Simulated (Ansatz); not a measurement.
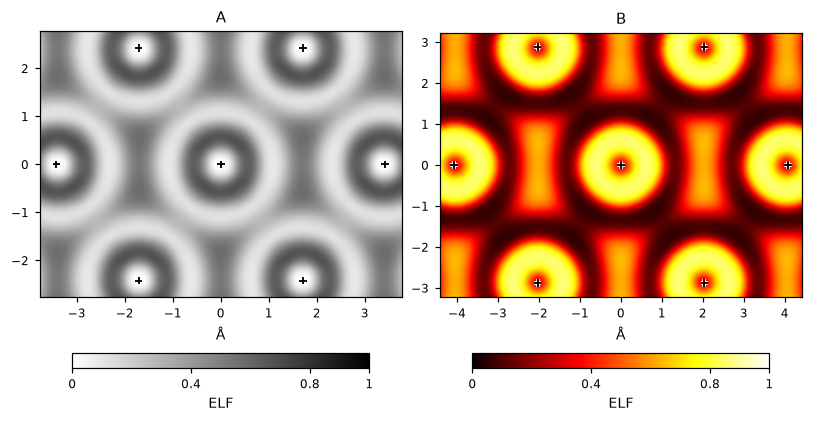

The ELF of 2 systems, each on a plane through atoms (crosses mark nuclei in the plane).

Method: DFT, r2SCAN, plane waves (500 eV) with PAW, scalar-relativistic in Ansatz.

System 1: Y, the (11̄0) plane of the conventional cell. Space group Im-3m; set up as Y, bcc; a generated structure, not necessarily the stable one; changed on purpose from its base cell (volume × 1.0); the program warned that a starting moment wasn't kept; spin-polarised, but the moments vanished.

```yaml
crystal:
  lattice:
    - [4.07183, 0.00000, 0.00000]
    - [0.00000, 4.07183, 0.00000]
    - [0.00000, 0.00000, 4.07183]
  atoms:
    - { symbol: Y, position: [0.00000, 0.00000, 0.00000] }
    - { symbol: Y, position: [0.50000, 0.50000, 0.50000] }
```

System 2: Ti, the (110) plane of the conventional cell. Space group Im-3m; set up as Ti, bcc; a generated structure, not necessarily the stable one; changed on purpose from its base cell (volume × 1.12); computed pressure about −9 GPa in this cell; spin-polarised.

```
Ti
1.0
     3.42265    0.00000    0.00000
     0.00000    3.42265    0.00000
     0.00000    0.00000    3.42265
Ti
2
Direct
  0.00000 0.00000 0.00000
  0.50000 0.50000 0.50000
```

Which map belongs to which system?

Panel A is system 2, Ti: the plane holds Ti. Ti–Ti (2.96 Å): the ELF is about 0.25 at the midpoint; no shared electron pair shows on this line. Panel B is system 1, Y: the plane holds Y. Y–Y (3.53 Å): the ELF is about 0.10 at the midpoint (no localised pair shows between them).
